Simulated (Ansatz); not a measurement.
# Geometry relaxation of C4HSi4 (part 5 of 5)

Continued. System: C4HSi4 (slab, 9 atoms in the cell). Method: DFT PBEsol, scalar-relativistic, plane waves, PAW, spin-polarised (Ansatz 0.2.0); cutoff 420 eV, 9×9×1 k-mesh, Gaussian smearing of 0.05 eV, collinear spins. The structure derives from an entry of the Crystallography Open Database. The input holds or restrains some coordinates. Forces given for the steps count only the free coordinates. It belongs to a series of runs on one base structure; here: H put at a bridge Si-Si site.

Trajectory as extended XYZ, continued
```
9
Lattice="3.0806 0.0000 0.0000 0.0000 3.0806 0.0000 0.0000 0.0000 26.6241" Properties=species:S:1:pos:R:3:forces:R:3 step=9 energy=-3484.75621
C     0.0000    1.5403    8.5000    0.0000   0.0000   2.1058
Si    1.5403    1.5403    9.5892    0.0000   0.0000  -2.4346
C     1.5403    0.0000   10.6783    0.0000   0.0000   0.6865
Si    0.0000    0.0000   11.7675    0.0000   0.0000  -0.7649
C     0.0000    1.5403   12.8556    0.0000   0.0000  -0.0191
Si    1.5403    1.5403   13.9029    0.0000   0.0000  -0.0870
C     1.5403    0.0000   14.9936    0.0000   0.0000   0.0037
Si    0.0000    0.0000   16.0568    0.0000   0.0000   0.0781
H     0.0000    1.5403   16.7528    0.0000   0.0000   0.4310
9
Lattice="3.0806 0.0000 0.0000 0.0000 3.0806 0.0000 0.0000 0.0000 26.6241" Properties=species:S:1:pos:R:3:forces:R:3 step=10 energy=-3484.79567
C     0.0000    1.5403    8.5000    0.0000   0.0000   2.1204
Si    1.5403    1.5403    9.5892    0.0000   0.0000  -2.4630
C     1.5403    0.0000   10.6783    0.0000   0.0000   0.7600
Si    0.0000    0.0000   11.7675    0.0000   0.0000  -0.4093
C     0.0000    1.5403   12.8790    0.0000   0.0000   0.0138
Si    1.5403    1.5403   13.9438    0.0000   0.0000  -0.0148
C     1.5403    0.0000   15.0619    0.0000   0.0000   0.0645
Si    0.0000    0.0000   16.1506    0.0000   0.0000  -0.0557
H     0.0000    1.5403   16.9371    0.0000   0.0000  -0.0157
9
Lattice="3.0806 0.0000 0.0000 0.0000 3.0806 0.0000 0.0000 0.0000 26.6241" Properties=species:S:1:pos:R:3:forces:R:3 step=11 energy=-3484.79585
C     0.0000    1.5403    8.5000    0.0000   0.0000   2.1211
Si    1.5403    1.5403    9.5892    0.0000   0.0000  -2.4642
C     1.5403    0.0000   10.6783    0.0000   0.0000   0.7633
Si    0.0000    0.0000   11.7675    0.0000   0.0000  -0.4221
C     0.0000    1.5403   12.8787    0.0000   0.0000   0.0052
Si    1.5403    1.5403   13.9424    0.0000   0.0000   0.0043
C     1.5403    0.0000   15.0619    0.0000   0.0000  -0.0171
Si    0.0000    0.0000   16.1453    0.0000   0.0000   0.0120
H     0.0000    1.5403   16.9299    0.0000   0.0000  -0.0026
```

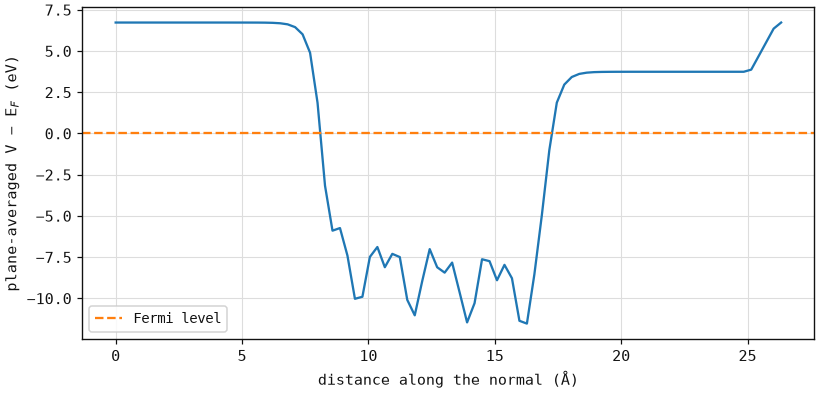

*Plane average of the electrostatic potential energy of an electron across the cell, from the Fermi level.*

The vacuum level lies 3.74 eV above the Fermi level on the upper side and 6.73 eV on the lower.

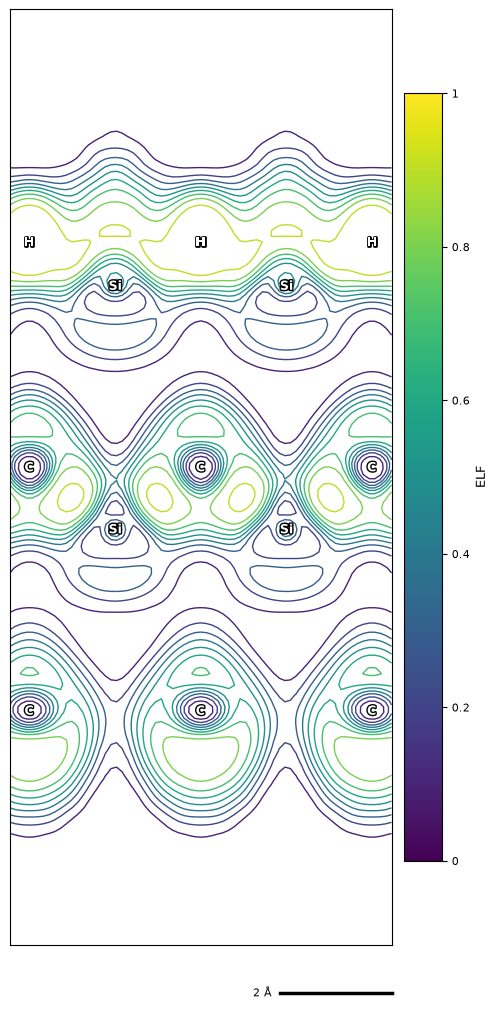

*ELF on the (100) plane of the calculation cell, a cut from vacuum to vacuum.*

The section cuts through C, Si and H sites. Si–H (1.73 Å): the ELF climbs to about 1 towards the hydrogen, as it does in any bond to H. Si–C (1.90 Å): the ELF peaks at about 0.95 between the atoms, as expected for localised, shared-pair bonding. In a PAW calculation such maps are meaningful between the atoms, not at the nuclei.

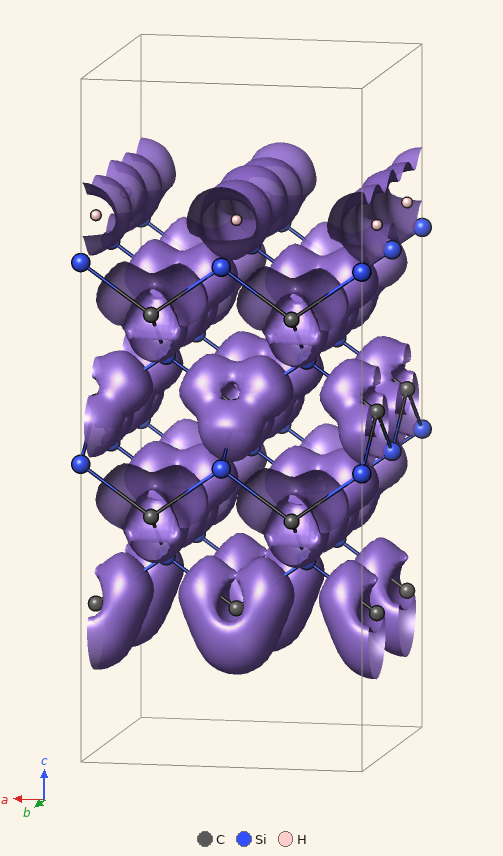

*Isosurface of the ELF at 0.7 (purple), seen at an oblique angle. Core shells and regions of very low density are left out. Sticks mark near contacts.*

Profiles from the grid: Si–H (1.73 Å): the ELF climbs to about 1 towards the hydrogen. Si–C (1.87 Å): the ELF peaks at about 0.95 between the atoms, which marks a shared electron pair.

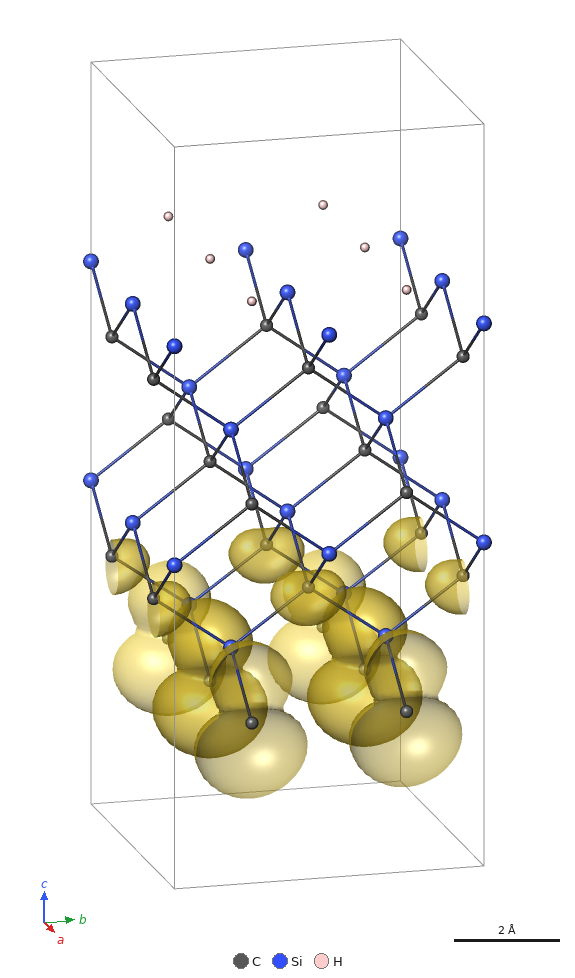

*Isosurfaces of the spin density (up minus down) at +0.02 (yellow) and −0.02 e/Å³ (cyan), seen slightly off an axis. Sticks mark near contacts.*

The spin density sits on C: +0.4 μB in one cell of 9 atoms. The cell of the calculation (9 atoms) carries 0.8 μB net. Only one sign reaches the isovalue.

The run was set up as follows.

The input
```yaml
crystal:
  lattice:
    - [3.0806203182, 0.0, 0.0]
    - [0.0, 3.0806203182, 0.0]
    - [0.0, 0.0, 26.6241463104]
  atoms:
    - { symbol: C, position: [0.0, 0.5, 0.3192590629] }
    - { symbol: Si, position: [0.5, 0.5, 0.3601679335] }
    - { symbol: C, position: [0.5, 0.0, 0.4010768042] }
    - { symbol: Si, position: [0.0, 0.0, 0.4419856749] }
    - { symbol: C, position: [0.0, 0.5, 0.4830872637] }
    - { symbol: Si, position: [0.5, 0.5, 0.5238468577] }
    - { symbol: C, position: [0.5, 0.0, 0.564552899] }
    - { symbol: Si, position: [0.0, 0.0, 0.6062020506] }
    - { symbol: H, position: [0.0, 0.5, 0.5701445565], spin: 1.0 }
basis:
  ecutwfc: 420
kpoints:
  mp_grid: { grid: [9, 9, 1] }
hamiltonian:
  xc: pbesol
scf:
  occupations: { method: gaussian, width: 0.05 }
output:
  forces: true
  eigenvalues: true
  populations: true
  write_density: true
  write_potential: true
  elf: true
  volumetric_format: npy
magnetization:
  spin_polarized: true
relax:
  adjacent_minimum: "off"
  f_tol: 0.03
  max_steps: 70
  constraints: [{ sites: [0, 1, 2, 3] }]
efield:
  axis: 3
  dipole_correction: true
  ramp_width: 0.04
```

Run as:
```bash
ansatz run input.yaml --threads 2 --pin off --max-ram 5120MiB --backend cpu --events-out ev --progress --plain --runs-dir out
```

Key numbers

- outcome: converged under the restraints of the input
- electrons treated: 33
- free energy: −3484.7959 eV
- work function, top face: 3.74 eV
- work function, bottom face: 6.73 eV
- Fermi energy: 0.044 eV
- gap on the k-point mesh: none (metallic)
- net moment of the cell: 0.80 μB
- integrated absolute moment: 0.83 μB
- final volume: 252.67 Å³
- work function (upper face): 3.74 eV
- largest force (length of the vector) at the end, held atoms and coordinates included: 2.464 eV/Å
- hardware: 2 threads of Intel Xeon (Granite Rapids), 32 GiB of memory available, shared host
- wall time: 3.7 min (CPU time 7.3 min)
- peak memory: 0.98 GiB

The electronic state found may not be the lowest one. Notes on the run: the exchange-correlation potential is rough where the density is thin.
